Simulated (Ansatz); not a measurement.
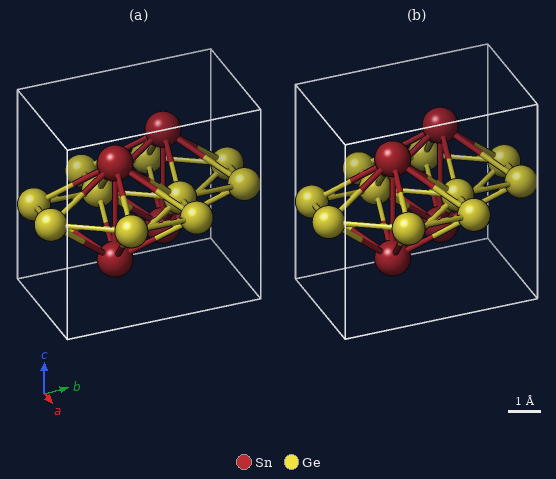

The structure of crystalline Sn₂Ge₃ (a generated structure, set up in P6/mmm) before (left) and after (right) a relaxation, at one scale.

Style: ball-and-stick. Shown: the cell of the calculation, slightly off an axis.

Computed with DFT PBE, scalar-relativistic, plane waves, PAW in Ansatz 0.2.0. Set-up: plane-wave cutoff 420 eV; k-point mesh 6 × 6 × 6; occupations gaussian; smearing width 0.1 eV; no spin polarisation; cell and atoms relaxed; force threshold 0.01 eV/Å; at most 80 steps.

Summarise the run.

Answer. The largest moves relative to the cell, 0.008 Å, are those of Sn atoms. Largest moves by element: Sn 0.008 Å, Ge 0.007 Å. The volume changes by +1.7 %, with a = b 8.055 → 8.015 Å (−0.5 %), c 6.112 → 6.277 Å (+2.7 %). Some distances before and after: Sn–Sn 3.102 → 3.202 Å, Sn–Sn 3.010 → 3.076 Å, Ge–Ge 2.667 → 2.647 Å, Ge–Sn 3.109 → 3.125 Å. The space group stays P6/mmm (No. 191). After 2 accepted moves (3 points after the start) the energy has fallen by 3.7 meV per atom. The largest force component goes from 0.13 to 0.0035 eV/Å. Pressure: 0.46 GPa at the start and −0.01 GPa at the end. The SCF was repeated once at an unchanged geometry on a basis and grid sized afresh for the cell, which shifted the energy by 0.1 meV per atom at most. Cost: 4 min on 1 thread of Arm Neoverse V1, on a shared host, peak memory 0.9 GiB.
